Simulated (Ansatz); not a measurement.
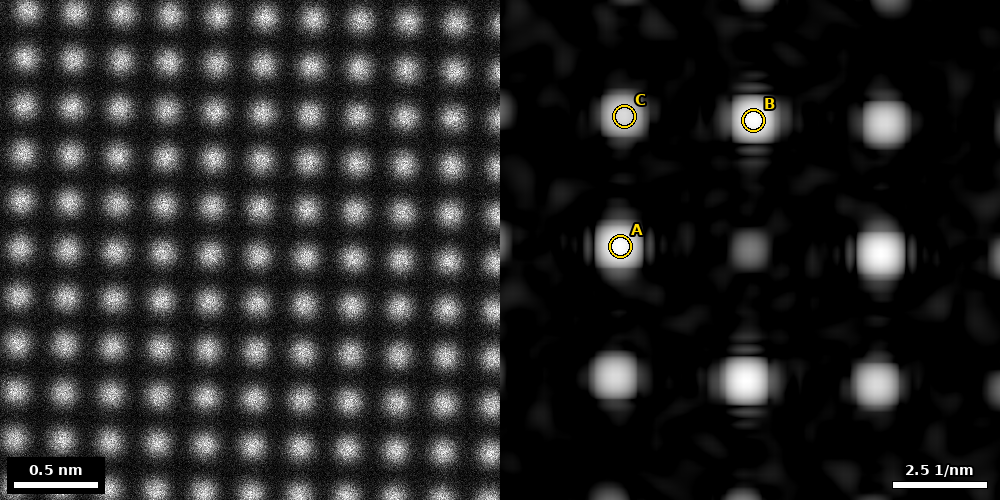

HAADF-like image of Gd (Im-3m, No. 229) along [001]. The image is simulated as a sum over atoms of Z^1.7, blurred by a 1.30 Å probe (no channelling). The probe carries 25 % of its weight in a tail 2.5 times as wide. Shot noise was added. Structure: a calculation's starting geometry; the starting structure was generated, so it need not be a known form of this composition.

The right panel is the modulus of the image's Fourier transform on a logarithmic scale.

a = 4.042 Å, b = 4.042 Å, c = 4.042 Å, α = 90.00°, β = 90.00°, γ = 90.00°

Index the marked spots and give their plane spacings (the zone axis points at the viewer; indices equivalent by symmetry, or all signs reversed, are as good).

A: (1 -1 0), d = 2.86 Å; B: (-1 -1 0), d = 2.86 Å; C: (0 -2 0), d = 2.02 Å. A and B enclose 90°, and every spot obeys the zone law hu + kv + lw = 0 for [001].
